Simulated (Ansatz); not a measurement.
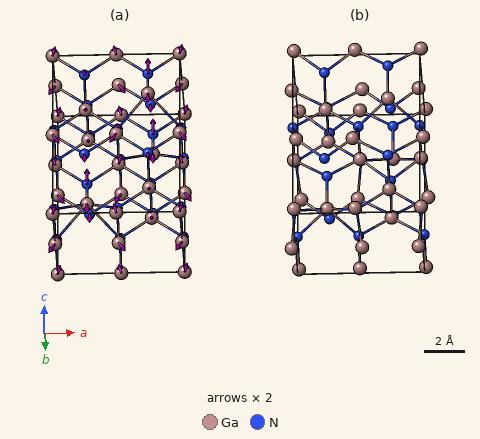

The structure of a defect cell of composition Ga7N8 (cell charge −3) (started half-way along a vacancy jump, in the symmetry of that start) before (left) and after (right) a relaxation, at one scale. The purple arrows give the displacements, magnified 2 times.

The picture is a ball-and-stick view of the conventional cell (2 times the calculation's cell), seen from a free direction. Lengths and directions refer to the drawn axes.

Level of theory: Ansatz, DFT PBE, scalar-relativistic, plane waves, PAW.

Input
```yaml
crystal:
  lattice:
    - [0.0, 4.5484769843, -4.5484769843]
    - [4.5484769843, 4.5484769843, 0.0]
    - [4.5484769843, 0.0, -4.5484769843]
  atoms:
    - { symbol: Ga, position: [0.0, 0.25, 0.5] }
    - { symbol: Ga, position: [0.5, 0.0, 0.5] }
    - { symbol: Ga, position: [0.5, 0.5, 0.5] }
    - { symbol: Ga, position: [0.0, 0.0, 1.0] }
    - { symbol: Ga, position: [0.0, 0.5, 1.0] }
    - { symbol: Ga, position: [0.5, 0.0, 1.0] }
    - { symbol: Ga, position: [0.5, 0.5, 1.0] }
    - { symbol: "N", position: [0.125, 0.125, 0.125] }
    - { symbol: "N", position: [0.125, 0.625, 0.125] }
    - { symbol: "N", position: [0.625, 0.125, 0.125] }
    - { symbol: "N", position: [0.625, 0.625, 0.125] }
    - { symbol: "N", position: [0.125, 0.125, 0.625] }
    - { symbol: "N", position: [0.125, 0.625, 0.625] }
    - { symbol: "N", position: [0.625, 0.125, 0.625] }
    - { symbol: "N", position: [0.625, 0.625, 0.625] }
total_charge: -3
basis:
  ecutwfc: 420
kpoints:
  mp_grid: { grid: [4, 4, 4] }
hamiltonian:
  xc: pbe
scf:
  occupations: { method: gaussian, width: 0.05 }
output:
  forces: true
  stress: true
  eigenvalues: true
  write_density: true
  write_potential: true
  elf: true
  volumetric_format: npy
relax:
  adjacent_minimum: "off"
  f_tol: 0.02
  max_steps: 60
  escape_saddle: false
```

Command:
```bash
ansatz run input.yaml --threads 4 --pin off --max-ram 9216MiB --backend cpu --events-out ev --progress --plain --runs-dir out
```

What changed between the two?

Answer. After 5 accepted moves (6 points after the start) the energy has fallen by 20.220 eV per cell of the calculation. The largest force component goes from 93 to 0.016 eV/Å. 1 step only repeated the SCF at the same geometry. The largest move is that of N12, 0.46 Å along +c. By element the largest moves are N 0.46 Å, Ga 0.31 Å. The cell stays as it was. Some distances before and after: Ga1–N12 1.137 → 1.879 Å, Ga1–N14 2.543 → 2.254 Å, Ga3–N13 1.970 → 1.827 Å, Ga3–N11 1.970 → 2.055 Å. Among the angles between lasting bonds that change: N14–Ga3–N15 109.5° → 88.5°, N14–Ga2–N15 109.5° → 127.7°, N13–Ga3–N14 109.5° → 122.0°. Cost: 120 s on 4 threads of Arm Neoverse N1 (shared host), peak memory 0.77 GiB.

Limits of the set-up: the periodic images lie only 6.4 Å apart, so the values are limited by the cell's size; the cell is charged, on a uniform background, and energies carry no finite-size correction.
